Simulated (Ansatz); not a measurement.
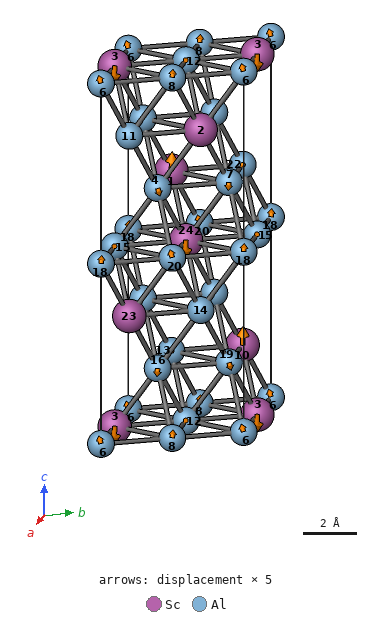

A relaxation of an interface cell of composition ScAl₃. The starting structure is drawn; orange arrows show the displacements (the part carried along by the change of the cell is left out), 5 times their true length.

Style: ball-and-stick. Shown: the cell of the calculation (origin shifted), slightly off an axis.

Case: antiphase boundary on (1 1 1), shift by [0.5, 0.5, 0] of the cube.

The calculation used DFT PBE, scalar-relativistic, plane waves, PAW in Ansatz 0.2.0. Settings: plane-wave cutoff 420 eV; k-point mesh 6 × 6 × 3; occupations gaussian; smearing width 0.1 eV; no spin polarisation; cell relaxed at fixed a, b, alpha, beta, gamma; force threshold 0.02 eV/Å; at most 45 steps.

**Which element moves most?**

Scandium: up to 0.16 Å, against 0.07 Å for aluminium.

**Describe the change and its energy.**

Over 4 accepted moves (5 points after the start) the energy falls by 0.657 eV per cell of the calculation. Largest force component: 1.5 eV/Å at the start, 0.0031 eV/Å at the end. Pressure: 1.82 GPa at the start and −0.47 GPa at the end. The SCF was repeated once at an unchanged geometry on a basis and grid sized afresh for the cell, which shifted the energy by 4.9 meV per cell of the calculation at most. The largest moves relative to the cell, 0.16 Å, are those of Sc atoms. By element the largest moves are Sc 0.16 Å, Al 0.07 Å. Cell: a = b unchanged at 5.806 Å, c 14.221 → 14.624 Å (+2.8 %). Volume +2.8 %. Near-neighbour distances that change, for instance: Sc–Sc 2.903 → 3.209 Å, Al–Sc 2.903 → 3.042 Å, Al–Al 2.903 → 3.022 Å, Al–Sc 2.903 → 3.000 Å. The run took 5.1 min on 4 threads of AMD EPYC (Zen 3) (shared host), peak memory 1.8 GiB.
